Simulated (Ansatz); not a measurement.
**Dielectric response of NaI (001) films**

How well do thin rocksalt NaI (001) films screen a perpendicular field?

Calculated with Ansatz 0.2.0; plane-wave DFT, PBE, Ansatz PAW (set soft_1); PAW set soft_1, in the first sound run; inputs show where later runs differ.

## (1) Starting point

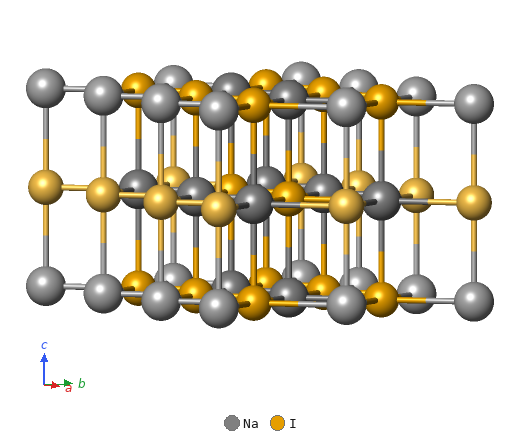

The cell as given, from the side, with the c axis up (sodium grey, iodine orange). 2×1×1 cells are drawn. Some periodic images of atoms are drawn too.

The cell holds 6 atoms: 3 Na and 3 I. Cell: a = 4.575 Å, b = 4.575 Å, c = 24.470 Å, α = 90.0°, β = 90.0°, γ = 90.0°. It derives from NaI (rocksalt NaI). Vacuum lies along c.

## (2) Relaxing the film, 6 atoms, units 3

The structure is relaxed first, because levels and dipoles at a surface follow the positions of the outer atoms.

Input file input.yaml:

```yaml
crystal:
  lattice:
    - [4.57498087, 0.0, 0.0]
    - [0.0, 4.57498087, 0.0]
    - [0.0, 0.0, 24.47]
  atoms:
    - { symbol: Na, position: [0.5, 0.5, 0.3677973028] }
    - { symbol: I, position: [0.0, 0.0, 0.3677973028] }
    - { symbol: Na, position: [0.0, 0.0, 0.5] }
    - { symbol: I, position: [0.5, 0.5, 0.5] }
    - { symbol: Na, position: [0.5, 0.5, 0.6322026972] }
    - { symbol: I, position: [0.0, 0.0, 0.6322026972] }
kpoints:
  mp_grid: { grid: [6, 6, 1] }
hamiltonian:
  xc: pbe
  pseudopotentials: { kind: paw, azcp: { folder: soft_1 } }
scf:
  occupations: { method: fixed }
  convergence: { dr2_threshold: 1.0e-09 }
efield:
  axis: 3
  dipole_correction: true
  ramp_position: 0.97
  ramp_width: 0.06
relax:
  f_tol: 0.003
  max_steps: 100
output:
  write_potential: true
  write_density: true
  volumetric_format: npy
```

Command:

```
ansatz run input.yaml --threads 4 --pin off --max-ram 8192MiB --backend cpu --events-out ev --progress --plain --runs-dir out
```

Numbers of over 12 decimals in the logs are rounded to 6 here.

The program printed:

```text
Engine: ansatz 0.2.0, aarch64-unknown-linux-gnu
Pseudopotentials: kind: paw
Pseudopotential: Na, paw, valence charge 9, recommended cutoff 420 eV (normal), soft_1/Na.paw.azcp
Pseudopotential: I, paw, valence charge 17, recommended cutoff 420 eV (normal), soft_1/I.paw.azcp
Functional definition: PBE
  parameter kappa = 0.804
  parameter beta = 0.066725
  exchange = pbe_x(kappa = kappa, mu = beta*pi^2/3)
  correlation = pbe_c(beta = beta)
Crystal: 6 atoms, lattice volume = 512.168 Å³
Basis set: ecut = 420 eV, 10041 PW (Γ), exchange–correlation on 64×64×360 points (8 copies of the dense FFT grid, shifted against one another)
Bands: 47, of which v1, the nominal top of the filled ones, is band 39 counted from 1 (38 counted from 0)
Symmetry: 8 space group operations
k-points: 10 of 36
Non-local potential: Na, projectors of the file, l = 0: 3, l = 1: 2, l = 2: 1
Non-local potential: I, projectors of the file, l = 0: 2, l = 1: 2, l = 2: 2, l = 3: 1
PAW form: soft (Blöchl's): semilocal exchange-correlation on the pseudo side does not see the compensation charge
PAW one-centre angular grid: Na, 110 points (default); XC on 64 Gauss nodes
PAW one-centre angular grid: I, 590 points (default); XC on 64 Gauss nodes
Initial density: superposition of atomic densities (neutral atoms: chi_scale 0, normalization atom)
Initial wavefunctions: pseudopotential atomic-orbital guess
Functional: x = pbe(κ = 0.804, μ = 0.219515), c = pbe(β = 0.066725)
iter 1 solved again at ethr=1.76e-3 eV; its pass at ethr=3.10e-3 eV (dr2=1.37e0 eV) is discarded
SCF iter   1: F=—  HF=-27006.099492 eV  |F-HF|=—  |Δ(HF+E_count)|=         —  Δρ=8.69e-3  dr2=1.37e0  ethr=1.76e-3  p=0.000 e·Å  D=4.86e-14 V/Å  ΔV_dip=-0.00 eV  dr2_dipole=2.60e-10  V_vac-E_F(+/−)=7.50/7.50 eV  ⟨swp⟩=1.0  Hψ=2338  notcnv=0  defer=44
efield: sawtooth ramp at fractional position 0.9700 (set: `efield.ramp_position`, or a place that a band, a saddle search or an elastic batch's reference lends), width 0.0600; the density the first Hamiltonian is built on has a dipole p = 0.000 e·Å; the dipole correction subtracts the counter field D = 4.86e-14 V/Å, which shifts the + side's vacuum level by -0.00 eV against the − side's; the planar-averaged density in the ramp window peaks in size at 5.3e-7 e/Å³
preconditioner: auto → Resta (q_TF=auto, 1.994 Å⁻¹)  ε∞=1.6  [insulator: Δε(μ)=4.168 eV  Ē_g=10.017 eV  n_scr=70 (ndim 8)  ℏωp=8.0 eV  f_vac=0.568  ε∞_Penn≈1.6  vacuum switching on, ρ_ref=7.3e-3 e/Å³]
SCF iter   2: F=—  HF=-27005.725427 eV  |F-HF|=—  |Δ(HF+E_count)|=   3.74e-1  Δρ=3.89e-3  dr2=1.92e-1  ethr=1.76e-3  p=0.000 e·Å  D=4.34e-6 V/Å  ΔV_dip=-0.00 eV  dr2_dipole=3.45e-10  V_vac-E_F(+/−)=6.26/6.26 eV  ⟨swp⟩=4.0  Hψ=621  notcnv=0  defer=56
density mixer auto → msr1: gapped (density of states about μ 0.00 of a free-electron gas's, 70 screened modes)
SCF iter   3: F=—  HF=-27005.709960 eV  |F-HF|=—  |Δ(HF+E_count)|=   1.55e-2  Δρ=1.48e-3  dr2=1.66e-2  ethr=2.46e-4  p=-0.000 e·Å  D=-4.93e-6 V/Å  ΔV_dip=0.00 eV  dr2_dipole=5.93e-10  V_vac-E_F(+/−)=5.85/5.85 eV  ⟨swp⟩=3.3  Hψ=610  notcnv=0  defer=60
SCF iter   4: F=—  HF=-27005.714379 eV  |F-HF|=—  |Δ(HF+E_count)|=   4.42e-3  Δρ=4.96e-4  dr2=2.02e-3  ethr=2.13e-5  p=0.000 e·Å  D=3.46e-6 V/Å  ΔV_dip=-0.00 eV  dr2_dipole=2.61e-10  V_vac-E_F(+/−)=5.66/5.66 eV  ⟨swp⟩=4.9  Hψ=888  notcnv=0  defer=60
SCF iter   5: F=—  HF=-27005.715130 eV  |F-HF|=—  |Δ(HF+E_count)|=   7.51e-4  Δρ=9.13e-5  dr2=7.48e-5  ethr=2.59e-6  p=-0.000 e·Å  D=-2.26e-6 V/Å  ΔV_dip=0.00 eV  dr2_dipole=1.43e-10  V_vac-E_F(+/−)=5.68/5.68 eV  ⟨swp⟩=3.5  Hψ=661  notcnv=0  defer=60
SCF iter   6: F=—  HF=-27005.715153 eV  |F-HF|=—  |Δ(HF+E_count)|=   2.35e-5  Δρ=2.57e-5  dr2=2.41e-6  ethr=9.59e-8  p=0.000 e·Å  D=1.31e-6 V/Å  ΔV_dip=-0.00 eV  dr2_dipole=3.07e-11  V_vac-E_F(+/−)=5.67/5.67 eV  ⟨swp⟩=2.0  Hψ=811  notcnv=0  defer=60
SCF iter   7: F=—  HF=-27005.715293 eV  |F-HF|=—  |Δ(HF+E_count)|=   1.40e-4  Δρ=5.21e-6  dr2=4.60e-7  ethr=3.10e-9  p=-0.000 e·Å  D=-2.58e-6 V/Å  ΔV_dip=0.00 eV  dr2_dipole=1.70e-10  V_vac-E_F(+/−)=5.67/5.67 eV  ⟨swp⟩=2.0  Hψ=820  notcnv=0  defer=60
SCF iter   8: F=—  HF=-27005.715293 eV  |F-HF|=—  |Δ(HF+E_count)|=   1.03e-7  Δρ=1.52e-6  dr2=3.41e-8  ethr=5.89e-10  p=0.000 e·Å  D=1.22e-6 V/Å  ΔV_dip=-0.00 eV  dr2_dipole=2.52e-11  V_vac-E_F(+/−)=5.67/5.67 eV  ⟨swp⟩=2.0  Hψ=768  notcnv=0  defer=60
SCF iter   9: F=—  HF=-27005.715293 eV  |F-HF|=—  |Δ(HF+E_count)|=   1.25e-8  Δρ=6.10e-7  dr2=9.11e-9  ethr=4.37e-11  p=-0.000 e·Å  D=-1.93e-6 V/Å  ΔV_dip=0.00 eV  dr2_dipole=1.03e-10  V_vac-E_F(+/−)=5.67/5.67 eV  ⟨swp⟩=2.1  Hψ=762  notcnv=0  defer=60
SCF iter  10: F=-27005.715293 eV  HF=-27005.715293 eV  |F-HF|=6.91e-10  |Δ(HF+E_count)|=   1.79e-9  Δρ=2.05e-7  dr2=8.28e-10  ethr=1.28e-12  p=0.000 e·Å  D=1.87e-6 V/Å  ΔV_dip=-0.00 eV  dr2_dipole=8.29e-11  V_vac-E_F(+/−)=5.67/5.67 eV  ⟨swp⟩=6.1  Hψ=2675  notcnv=0
SCF 1 converged in 10 iterations: F = -27005.715293 eV  dr2 = 8.28e-10
  greatest PAW one-centre occupation: 0.999 electrons in one spin orbital (limit 2), on the Na atom at site 4 (counted from 0), in its partial waves of l = 0
relax step   1: F+E_penalty+E_count = -27005.71529305 eV  Δ(F+E_penalty+E_count) = +0.000e0 eV  max|allowed force component| = 1.710e-1 eV/Å  Δτ_max = 0.0000 Å  (10 SCF iters, accepted)
Initial density: handed on by an earlier stage of this run
Initial wavefunctions: those handed on with the density
iter 1 solved again at ethr=2.58e-5 eV; its pass at ethr=3.10e-3 eV (dr2=2.01e-2 eV) is discarded
SCF iter   1: F=—  HF=-27005.743025 eV  |F-HF|=—  |Δ(HF+E_count)|=         —  Δρ=7.42e-4  dr2=1.85e-2  ethr=2.58e-5  p=0.000 e·Å  D=1.87e-6 V/Å  ΔV_dip=-0.00 eV  dr2_dipole=1.34e-10  V_vac-E_F(+/−)=5.70/5.70 eV  ⟨swp⟩=2.6  Hψ=1589  notcnv=0  defer=59
efield: sawtooth ramp at fractional position 0.9700 (set: `efield.ramp_position`, or a place that a band, a saddle search or an elastic batch's reference lends), width 0.0600; the density the first Hamiltonian is built on has a dipole p = 0.000 e·Å; the dipole correction subtracts the counter field D = 1.87e-6 V/Å, which shifts the + side's vacuum level by -0.00 eV against the − side's; the planar-averaged density in the ramp window peaks in size at 5.6e-6 e/Å³
preconditioner: auto → Resta (q_TF=auto, 1.994 Å⁻¹)  ε∞=1.7  [insulator: Δε(μ)=3.695 eV  Ē_g=9.336 eV  n_scr=70 (ndim 8)  ℏωp=8.0 eV  f_vac=0.589  ε∞_Penn≈1.7  vacuum switching on, ρ_ref=6.3e-3 e/Å³]
SCF iter   2: F=—  HF=-27005.738556 eV  |F-HF|=—  |Δ(HF+E_count)|=   4.47e-3  Δρ=3.60e-4  dr2=9.62e-4  ethr=2.37e-5  p=-0.000 e·Å  D=-1.02e-6 V/Å  ΔV_dip=0.00 eV  dr2_dipole=4.97e-12  V_vac-E_F(+/−)=5.87/5.87 eV  ⟨swp⟩=4.0  Hψ=595  notcnv=0  defer=60  κ⁻¹=1.0e0(r=1)
density mixer auto → broyden: gapped, where msr1 would fit the directions that read negative (density of states about μ 0.00 of a free-electron gas's, 70 screened modes)
SCF iter   3: F=—  HF=-27005.738442 eV  |F-HF|=—  |Δ(HF+E_count)|=   1.13e-4  Δρ=1.74e-4  dr2=2.39e-4  ethr=1.23e-6  p=-0.000 e·Å  D=-4.87e-7 V/Å  ΔV_dip=0.00 eV  dr2_dipole=4.39e-13  V_vac-E_F(+/−)=5.88/5.88 eV  ⟨swp⟩=2.0  Hψ=577  notcnv=0  defer=60  κ⁻¹=1.4e-2(r=2)
SCF iter   4: F=—  HF=-27005.738412 eV  |F-HF|=—  |Δ(HF+E_count)|=   3.05e-5  Δρ=3.71e-5  dr2=6.77e-6  ethr=3.06e-7  p=-0.000 e·Å  D=-7.61e-7 V/Å  ΔV_dip=0.00 eV  dr2_dipole=1.81e-13  V_vac-E_F(+/−)=5.91/5.91 eV  ⟨swp⟩=2.1  Hψ=579  notcnv=0  defer=60  κ⁻¹=3.0e-4(r=3)
SCF iter   5: F=—  HF=-27005.738553 eV  |F-HF|=—  |Δ(HF+E_count)|=   1.41e-4  Δρ=1.00e-5  dr2=4.79e-7  ethr=8.68e-9  p=-0.000 e·Å  D=-5.81e-7 V/Å  ΔV_dip=0.00 eV  dr2_dipole=1.41e-13  V_vac-E_F(+/−)=5.91/5.91 eV  ⟨swp⟩=2.1  Hψ=738  notcnv=0  defer=58  κ⁻¹=3.0e-5(r=4)
SCF iter   6: F=—  HF=-27005.738553 eV  |F-HF|=—  |Δ(HF+E_count)|=   3.54e-7  Δρ=4.15e-6  dr2=5.46e-8  ethr=6.15e-10  p=-0.000 e·Å  D=-6.99e-7 V/Å  ΔV_dip=0.00 eV  dr2_dipole=3.28e-14  V_vac-E_F(+/−)=5.91/5.91 eV  ⟨swp⟩=2.0  Hψ=558  notcnv=0  defer=58  κ⁻¹=5.4e-6(r=5)
SCF iter   7: F=—  HF=-27005.738553 eV  |F-HF|=—  |Δ(HF+E_count)|=   7.31e-8  Δρ=7.75e-7  dr2=2.54e-9  ethr=6.99e-11  p=-0.000 e·Å  D=-6.50e-7 V/Å  ΔV_dip=0.00 eV  dr2_dipole=8.67e-16  V_vac-E_F(+/−)=5.91/5.91 eV  ⟨swp⟩=2.0  Hψ=568  notcnv=0  defer=59  κ⁻¹=1.2e-7(r=6)
SCF iter   8: F=-27005.738553 eV  HF=-27005.738553 eV  |F-HF|=9.82e-10  |Δ(HF+E_count)|=   5.93e-9  Δρ=2.12e-7  dr2=1.52e-10  ethr=1.28e-12  p=-0.000 e·Å  D=-6.40e-7 V/Å  ΔV_dip=0.00 eV  dr2_dipole=4.47e-13  V_vac-E_F(+/−)=5.91/5.91 eV  ⟨swp⟩=8.0  Hψ=2468  notcnv=0
SCF 2 converged in 8 iterations: F = -27005.738553 eV  dr2 = 1.52e-10
relax step   2: F+E_penalty+E_count = -27005.73855312 eV  Δ(F+E_penalty+E_count) = -2.326e-2 eV  max|allowed force component| = 5.853e-2 eV/Å  Δτ_max = 0.0677 Å  (8 SCF iters, accepted)
SCF iter   1: F=—  HF=-27005.742976 eV  |F-HF|=—  |Δ(HF+E_count)|=         —  Δρ=3.90e-4  dr2=5.31e-3  ethr=6.69e-5  p=-0.000 e·Å  D=-6.40e-7 V/Å  ΔV_dip=0.00 eV  dr2_dipole=1.92e-11  V_vac-E_F(+/−)=5.92/5.92 eV  ⟨swp⟩=6.5  Hψ=987  notcnv=0  defer=60
efield: sawtooth ramp at fractional position 0.9700 (set: `efield.ramp_position`, or a place that a band, a saddle search or an elastic batch's reference lends), width 0.0600; the density the first Hamiltonian is built on has a dipole p = -0.000 e·Å; the dipole correction subtracts the counter field D = -6.40e-7 V/Å, which shifts the + side's vacuum level by +0.00 eV against the − side's; the planar-averaged density in the ramp window peaks in size at 5.6e-6 e/Å³
preconditioner: auto → Resta (q_TF=auto, 1.994 Å⁻¹)  ε∞=1.7  [insulator: Δε(μ)=3.755 eV  Ē_g=9.375 eV  n_scr=70 (ndim 8)  ℏωp=8.0 eV  f_vac=0.587  ε∞_Penn≈1.7  vacuum switching on, ρ_ref=6.4e-3 e/Å³]
SCF iter   2: F=—  HF=-27005.741723 eV  |F-HF|=—  |Δ(HF+E_count)|=   1.25e-3  Δρ=1.96e-4  dr2=2.93e-4  ethr=6.81e-6  p=0.000 e·Å  D=4.65e-7 V/Å  ΔV_dip=-0.00 eV  dr2_dipole=2.83e-14  V_vac-E_F(+/−)=6.00/6.00 eV  ⟨swp⟩=3.6  Hψ=674  notcnv=0  defer=60  κ⁻¹=1.0e0(r=1)
density mixer auto → broyden: gapped, where msr1 would fit the directions that read negative (density of states about μ 0.00 of a free-electron gas's, 70 screened modes)
SCF iter   3: F=—  HF=-27005.741678 eV  |F-HF|=—  |Δ(HF+E_count)|=   4.45e-5  Δρ=9.43e-5  dr2=6.93e-5  ethr=3.76e-7  p=0.000 e·Å  D=5.11e-7 V/Å  ΔV_dip=-0.00 eV  dr2_dipole=2.95e-15  V_vac-E_F(+/−)=6.00/6.00 eV  ⟨swp⟩=2.0  Hψ=559  notcnv=0  defer=60  κ⁻¹=1.5e-2(r=2)
SCF iter   4: F=—  HF=-27005.741671 eV  |F-HF|=—  |Δ(HF+E_count)|=   7.09e-6  Δρ=2.01e-5  dr2=2.11e-6  ethr=8.88e-8  p=0.000 e·Å  D=4.96e-7 V/Å  ΔV_dip=-0.00 eV  dr2_dipole=1.63e-13  V_vac-E_F(+/−)=6.02/6.02 eV  ⟨swp⟩=2.0  Hψ=555  notcnv=0  defer=60  κ⁻¹=4.4e-4(r=3)
SCF iter   5: F=—  HF=-27005.741808 eV  |F-HF|=—  |Δ(HF+E_count)|=   1.37e-4  Δρ=5.80e-6  dr2=1.41e-7  ethr=2.71e-9  p=0.000 e·Å  D=6.59e-7 V/Å  ΔV_dip=-0.00 eV  dr2_dipole=2.53e-13  V_vac-E_F(+/−)=6.02/6.02 eV  ⟨swp⟩=2.7  Hψ=691  notcnv=0  defer=58  κ⁻¹=2.6e-5(r=4)
SCF iter   6: F=—  HF=-27005.741808 eV  |F-HF|=—  |Δ(HF+E_count)|=   1.78e-7  Δρ=1.96e-6  dr2=1.11e-8  ethr=1.81e-10  p=0.000 e·Å  D=4.87e-7 V/Å  ΔV_dip=-0.00 eV  dr2_dipole=1.33e-13  V_vac-E_F(+/−)=6.02/6.02 eV  ⟨swp⟩=2.0  Hψ=805  notcnv=0  defer=58  κ⁻¹=5.9e-6(r=5)
SCF iter   7: F=-27005.741808 eV  HF=-27005.741808 eV  |F-HF|=2.90e-9  |Δ(HF+E_count)|=   1.63e-8  Δρ=4.76e-7  dr2=8.66e-10  ethr=1.28e-12  p=0.000 e·Å  D=5.79e-7 V/Å  ΔV_dip=-0.00 eV  dr2_dipole=5.22e-13  V_vac-E_F(+/−)=6.02/6.02 eV  ⟨swp⟩=8.1  Hψ=2508  notcnv=0
SCF 3 converged in 7 iterations: F = -27005.741808 eV  dr2 = 8.66e-10
relax step   3: F+E_penalty+E_count = -27005.74180850 eV  Δ(F+E_penalty+E_count) = -3.255e-3 eV  max|allowed force component| = 2.876e-3 eV/Å  Δτ_max = 0.0355 Å  (7 SCF iters, accepted)
NSCF: frozen V_eff on 10 k-points
the band table was solved once a step of the walk had ended and its energy, with any forces and stress, was formed, with the checks that follow a solve (3024 applications of the Hamiltonian). They found nothing against the state; the energy, forces and stress were not computed again (output.eigenvalues in the input reference)
SCF converged after 7 iterations
Stability not checked: this state was not tested for a lower state beside it, because the mixer in use, unlike msr1, does not test its closes by its own steps (another_mixer; see scf.mixing.algorithm and scf.lower_state_search)
Free energy (F): -27005.741808 eV
Harris-Foulkes:  -27005.741808 eV  (|F-HF|=2.90e-9)
Internal energy: -27005.741808 eV  (E = F + TS)
E sigma→0 (E₀):  -27005.741808 eV
Fermi energy:    -2.435234 eV
Dipole field:    D = -0.000000 V/Å  (p = -0.000000 e·Å, saw-weighted, corrected)
Work function:   Φ+ = 6.0182 eV   Φ− = 6.0182 eV
Levels:          The Fermi level and band energies are counted from a zero that moves with the ramp; work functions are not
--- Per-component energies (eV) ---
  E_band       = -2261.451835
  E_kinetic    = 816.765901
  E_local      = -51896.481745  (includes V_loc(G=0)·N_el)
  E_nonlocal   = 1183.266467
  E_hartree    = 24699.451168
  E_xc         = -434.789766
  E_vxc        = -475.857764  (∫ρ·V_xc dr)
  E_paw        = -15234.523052  (= ΣΔE_a)
  E_vpaw       = -1288.041465  (= ΣTr[D̂ρ^β])
  E_aug_tail   = -0.007434  (compensation charges beyond the density's cutoff)
  E_efield     = 0.000000  (sawtooth field / dipole correction)
  E_vefield    = -0.000000  (∫n·V_field dr)
  E_ewald      = 13860.576654
  E_smearing   = -0.000000  (= −TS)
  E_closure    = 0.000000  (closes the sum)
  Σ components = -27005.741808   (vs F -27005.741808, Δ=0.00e0)
--- Forces (eV/Å), atoms counted from 1 ---
  atom   1  Na     0.00000000     0.00000000    -0.00182574
  atom   2  I     -0.00000000     0.00000000    -0.00287297
  atom   3  Na     0.00000000     0.00000000    -0.00000231
  atom   4  I     -0.00000000     0.00000000     0.00000467
  atom   5  Na    -0.00000000     0.00000000     0.00182089
  atom   6  I     -0.00000000     0.00000000     0.00287555
  max |Σ_I F_I| component: 1.03e-7 eV/Å
--- Band table (eV; the first three rows and the last of 10) ---
  k-point 0: bands = [... 35 lower, -2.5895, -2.5895, -2.4363, -2.4363, 1.3318, 1.9699, 2.3957, 3.2874, ... 4 higher]
  k-point 1: bands = [... 35 lower, -2.7339, -2.5600, -2.5173, -2.4352, 1.8545, 2.2734, 2.7539, 3.4289, ... 4 higher]
  k-point 2: bands = [... 35 lower, -2.6868, -2.6650, -2.4991, -2.4480, 2.7059, 2.8165, 3.0154, 3.7580, ... 4 higher]
  k-point 9: bands = [... 35 lower, -3.2956, -3.2956, -2.7933, -2.7011, 2.1661, 2.6316, 2.6584, 3.6096, ... 4 higher]
--- Relaxed structure (3 steps of the walk, 3 accepted, 0 SCFs on fresh bases) ---
  F+E_penalty+E_count = -27005.74180850 eV   max|allowed force component| = 2.876e-3 eV/Å
  atoms:
    - { symbol: Na, position: [0.500000, 0.500000, 0.370539] }
    - { symbol: I, position: [0, 0.0, 0.363579] }
    - { symbol: Na, position: [0, 0.0, 0.500000] }
    - { symbol: I, position: [0.500000, 0.500000, 0.500000] }
    - { symbol: Na, position: [0.500000, 0.500000, 0.629461] }
    - { symbol: I, position: [0, 0.0, 0.636421] }
```

Wall time 16 s (4 threads of Arm Neoverse V2, shared host); peak memory 0.85 GiB.

The steps of the relaxation:

```tsv
step	energy less that of the first step (eV)	largest force component (eV/Å)
1	0.0000	0.1710
2	-0.0233	0.0585
3	-0.0265	0.0029
```

Forces are held to the 8 operations that the run works with; a distortion that breaks them can't arise in this run.

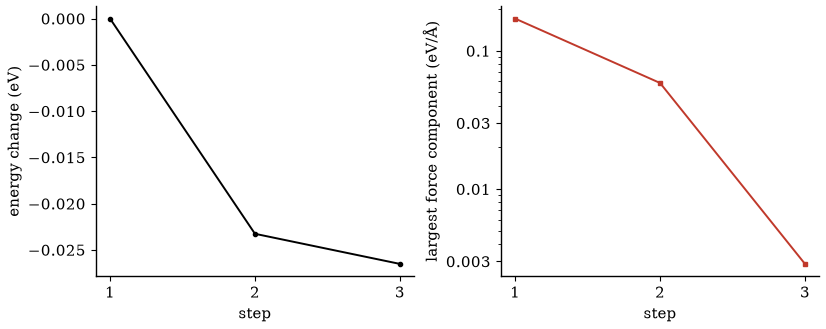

Energy and largest force along the relaxation.

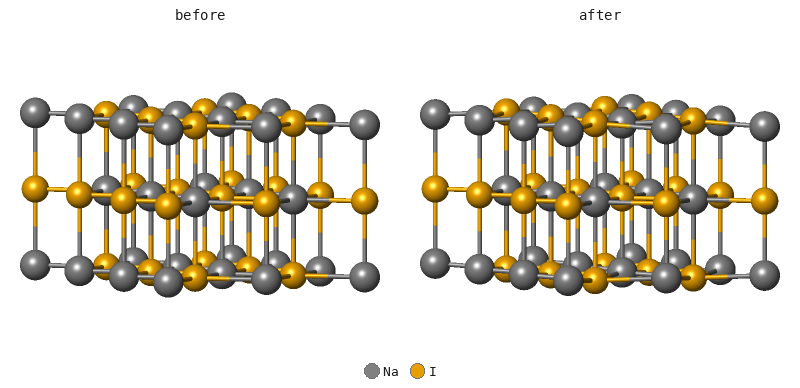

The structure before and after the relaxation, drawn at the same scale.

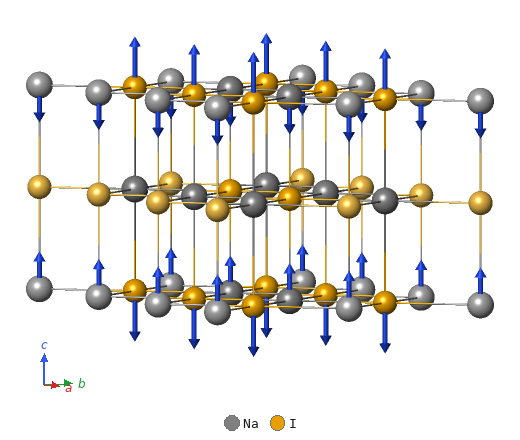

Displacements in the relaxation, exaggerated; the longest in the cell stands for 0.10 Å. 2×1×1 cells are drawn. Some periodic images of atoms are drawn too.

The atoms that moved most (Å):

```tsv
atom	dx	dy	dz	length
I2	0.000	0.000	-0.103	0.103
I6	0.000	0.000	0.103	0.103
Na1	0.000	0.000	0.067	0.067
Na5	0.000	0.000	-0.067	0.067
```

The relaxed structure:

```xyz
6
Lattice="4.5750 0.0000 0.0000 0.0000 4.5750 0.0000 0.0000 0.0000 24.4700" Properties=species:S:1:pos:R:3
Na    2.2875    2.2875    9.0671
I     0.0000    0.0000    8.8968
Na    0.0000    0.0000   12.2350
I     2.2875    2.2875   12.2350
Na    2.2875    2.2875   15.4029
I     0.0000    0.0000   15.5732
```

Numbers from this step:

- gap on the k-mesh: 3.767 eV
- dipole along the normal: -7.83e-8 e·Å
- ionisation energy, upper face: 6.018 eV
- electron affinity, upper face: 2.251 eV

Running mean over 3.235 Å of the planar mean; the ramp of the sawtooth is left out. Electron's electrostatic potential energy less the highest filled level against z:

```tsv
z (Å)	electron's electrostatic potential energy less the highest filled level (eV)
3	6.02
4	6.02
5	6.01
6	5.88
7	4.29
8	0.860
9	0.152
10	0.252
11	0.195
12	0.0562
13	0.120
14	0.199
15	0.151
16	0.302
17	2.59
18	5.52
19	5.99
20	6.02
21	6.02
```

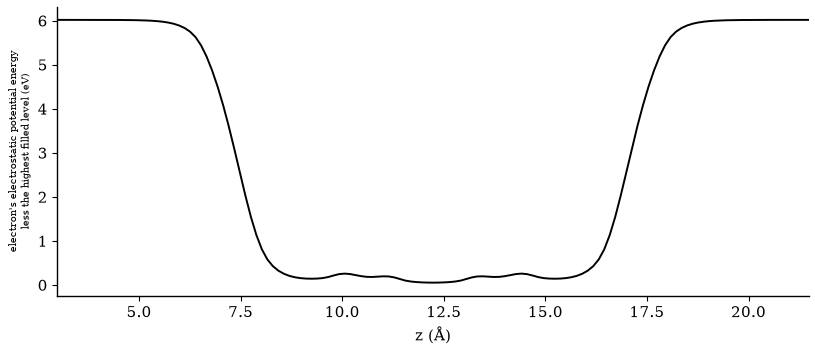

Electron's electrostatic potential energy less the highest filled level, plotted against z.

The relaxation took 3 steps and lowered the energy by 0.027 eV; the largest force on the free atoms ends at 0.0029 eV/Å.

The gap is 3.77 eV, with the valence edge 6.02 eV and the conduction edge 2.25 eV under the upper vacuum level.

(Part 1 of 5 ends here.)

[Logs are printed without paths, hosts, clocks, repeated set-up lines and the standing remarks that a program may print on its own settings, such as how far it seeks lower states.]

[Hosts, paths, dates, database ids (printed as entryN), source tags and the programs' standing remarks are cut or masked in the printed files.]

[Maps of the electrostatic potential energy from Ansatz leave out the sawtooth potential of an applied field or a dipole correction, so their vacuum need not be flat; planar profiles and work functions include it.]
